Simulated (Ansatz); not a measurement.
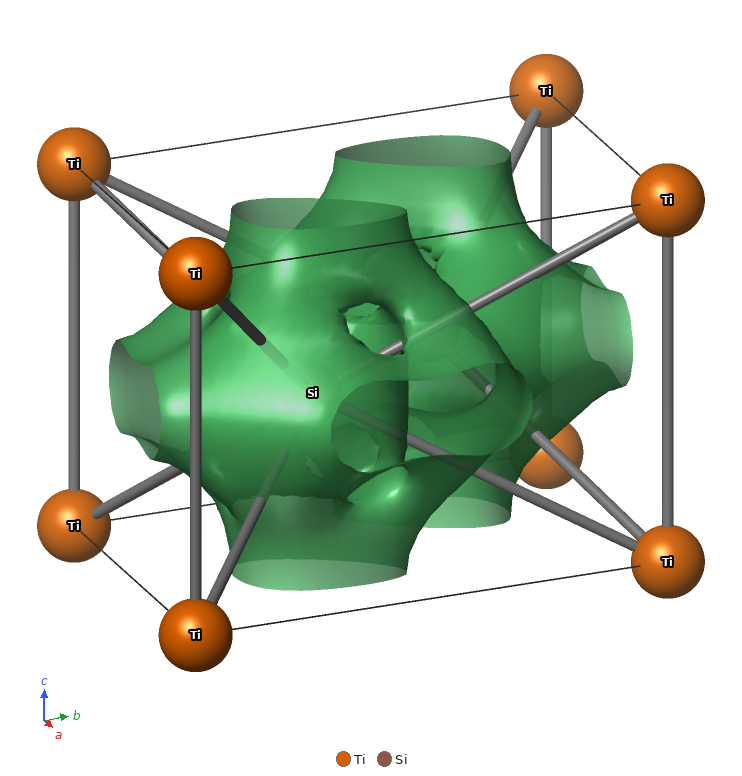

Figure. TiSi2. Isosurface of the electron localisation function at 0.6 (green), seen slightly off an axis. Only the valence region is drawn (cores and ρ < 0.01 e/Å³ removed). Sticks mark near contacts.

Space group P6/mmm; a generated structure, not necessarily the stable one; computed pressure about −3 GPa in this cell.

The calculation used Kohn-Sham DFT of a periodic cell, r2SCAN0 form with a typed share of exact exchange, Ansatz PAW (Ansatz).

Core electrons are frozen (PAW), and the valence fields are smoothed inside the atomic spheres.

### Describe the localisation domains.

At this value the surface marks out one network that runs through the whole crystal, counted in one cell of 3 atoms. Any copies at cell faces, edges or corners count once. Profiles from the grid: Si–Si (2.53 Å): the ELF peaks at about 0.65 between the atoms. Ti–Ti (2.56 Å): the ELF is about 0.40 at the midpoint.

### Metal or insulator at this level of theory?

It is metallic or semimetallic at this level of theory: no gap opens.
